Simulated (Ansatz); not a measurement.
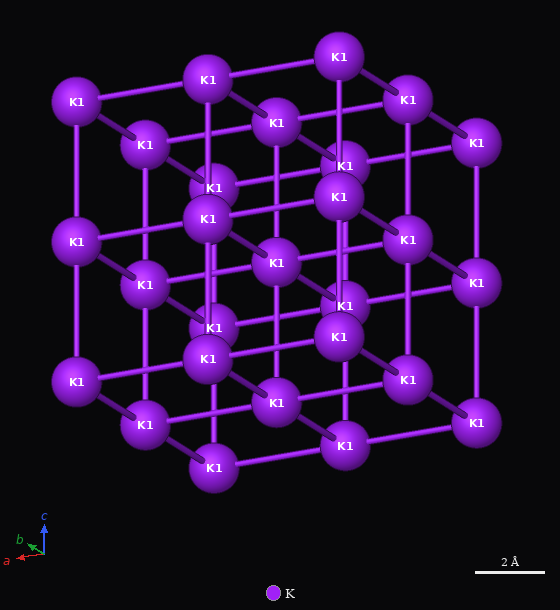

This is a symmetric starting cell of K. Style: ball-and-stick. Shown: the cell of the calculation, repeated 2 × 2 × 2 with one cell outlined, from a free direction.

Theory: DFT PBEsol, scalar-relativistic, plane waves, PAW in Ansatz. Settings: plane-wave cutoff 420 eV; k-point mesh 9 × 9 × 9; occupations gaussian; smearing width 0.1 eV; no spin polarisation.

The variant: The cell is strained by +10.4 % along [1 1 −1] and −7.6 % across it (volume −5.9 %), the atoms keeping their fractional coordinates. No relaxation follows. The starting cell wasn't computed here and needn't be at equilibrium, so pressure and forces aren't due to the change alone.

Question: Predict the response.

Answer: The pressure is 0.0 GPa (not all of it need come from the change, since the unchanged cell can be under pressure at this level too). The principal stresses (compression positive) are 0.4 GPa along [1 1 −1] and −0.2 GPa across it. All forces vanish by symmetry. Near-neighbour distances before and after: K–K 4.310 → 4.255 Å. The space group (tolerance 0.01 Å) goes from Pm-3m (No. 221) to R-3m (No. 166).

Drawn alike, the variant:

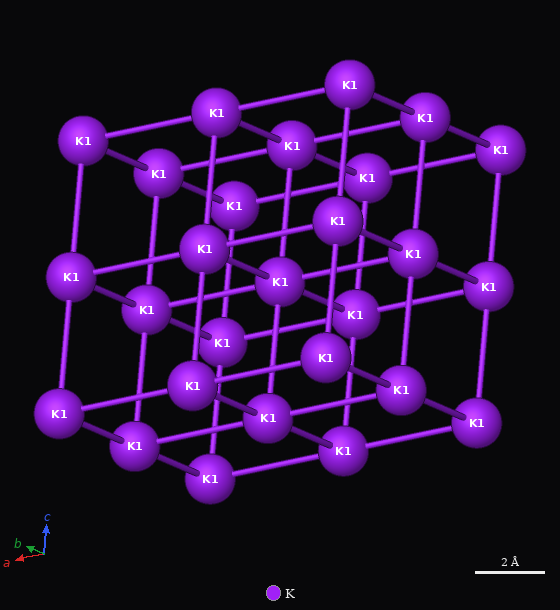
